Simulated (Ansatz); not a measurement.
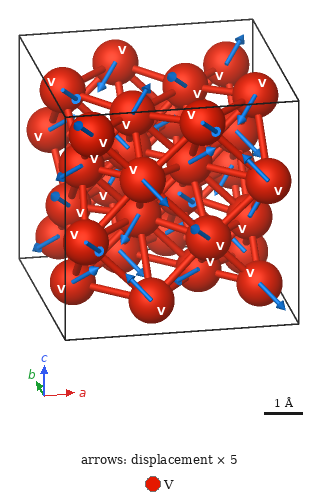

A relaxation of a crystal of V (a generated structure, set up in Fd-3m) (coarse preliminary run). The starting structure is drawn; blue arrows show the displacements (the part carried along by the change of the cell is left out), 5 times their true length.

The picture is a ball-and-stick view of the conventional cell (4 times the calculation's cell), seen from a free direction. Lengths and directions refer to the drawn axes.

Method: DFT PBE, scalar-relativistic, plane waves, PAW (Ansatz). (plane-wave cutoff 420 eV; k-point mesh 6 × 6 × 6; occupations gaussian; smearing width 0.1 eV; collinear spin; cell and atoms relaxed; force threshold 0.04 eV/Å; at most 70 steps)

What did the optimiser do to the structure, and how much energy did it gain?

Answer. After 7 accepted moves (9 points after the start) the energy has fallen by 4136 meV per atom. The largest force component goes from 7 to under 0.0001 eV/Å. The pressure goes from 269.42 to 0.04 GPa. The SCF was repeated twice at an unchanged geometry on a basis and grid sized afresh for the cell, which shifted the energy by 124 meV per atom at most. The largest moves relative to the cell, 0.21 Å, are those of V atoms. The volume changes by +71.4 %, with a = b = c 6.377 → 7.631 Å (+19.7 %). Near-neighbour distances that change, for instance: V–V 3.001 → 3.815 Å, V–V 1.971 → 2.698 Å, V–V 2.263 → 2.698 Å, V–V 2.538 → 2.698 Å. The space group (tolerance 0.01 Å) goes from Fd-3m (No. 227) to Fm-3m (No. 225). The program noted that the starting moments weren't kept. Cost: 2.2 min on 1 thread of Arm Neoverse V2 (shared host), peak memory 0.53 GiB.
